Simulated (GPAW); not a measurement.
**Optical response of LiF (Griceite)**

Aim: the dielectric function of LiF (Griceite), and the optical constants that follow from it.

Main program and level: GPAW 26.7.0; DFT, PBE, plane-wave PAW (GPAW data sets), scalar-relativistic, RPA, optical limit.

### Step 1. Set-up

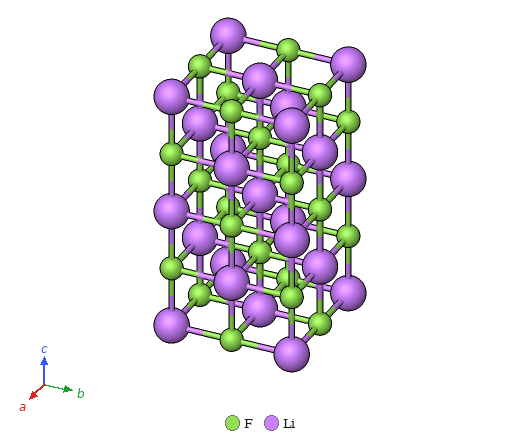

The starting structure, seen from a free direction (fluorine green, lithium purple). 1×1×2 cells are drawn. This picture shows the conventional cell, with its axes. Some periodic images of atoms are drawn too.

Structure file:

```
F Li
1.0
     0.00000    2.01400    2.01400
     2.01400    0.00000    2.01400
     2.01400    2.01400    0.00000
F Li
1 1
Cartesian
  2.0140 2.0140 2.0140
  0.0000 0.0000 0.0000
```

### Step 2. Dielectric function, RPA

Local fields let the induced charge screen the field inside the cell, which as a rule lowers ε, most along directions where the density is uneven.

df.py

```python
from gpaw.response.df import DielectricFunction

df = DielectricFunction('full.gpw', frequencies={'type': 'nonlinear', 'domega0': 0.03, 'omega2': 8},
                        ecut=50,
                        eta=0.15,
                        nbands=15,
                        txt='df.txt')
for direction in ['x']:
    df.get_dielectric_function(xc='RPA', direction=direction, filename=f'df_{direction}.csv')
```

Run with:

```bash
OMP_NUM_THREADS=1 python df.py
```

Q: Predict the electronic dielectric constant ε∞, mean over x, y and z (RPA).

At this level (PBE, RPA) LiF has ε∞ = 1.93 and n = 1.39 at 1550 nm, and Im ε peaks at 11.3 eV. Local fields change the static value along x from 1.99 to 1.93 (-3 %). Distinct maxima of Im ε, read by a parabola through the highest points, lie at 11.26 eV (2.4) and 12.72 eV (1.6).

```
electronic dielectric constant ε∞, mean over x, y and z (by symmetry where fewer were run) (RPA) : 1.93
main peak of Im epsilon, first axis                                                              : 11.3 eV
```

Excitons and phonon-assisted transitions are missing; PBE gaps are as a rule too small, which pulls the onset down and ε∞ up. The sum runs over mesh points, so small or evenly spaced maxima can still be ripples of the mesh. In this version of GPAW the matrix elements of the optical limit are incomplete, which can lower ε − 1 by up to a tenth where first-row anions or d states rule, and shift it by more in d metals.

[Machine, clock and banner lines and Python warnings are left out of the logs.]

[Logs are printed without paths, hosts, clocks, repeated set-up lines and the standing remarks that a program may print on its own settings, such as how far it seeks lower states.]

[Hosts, paths, dates, database ids (printed as entryN), source tags and the programs' standing remarks are cut or masked in the printed files.]
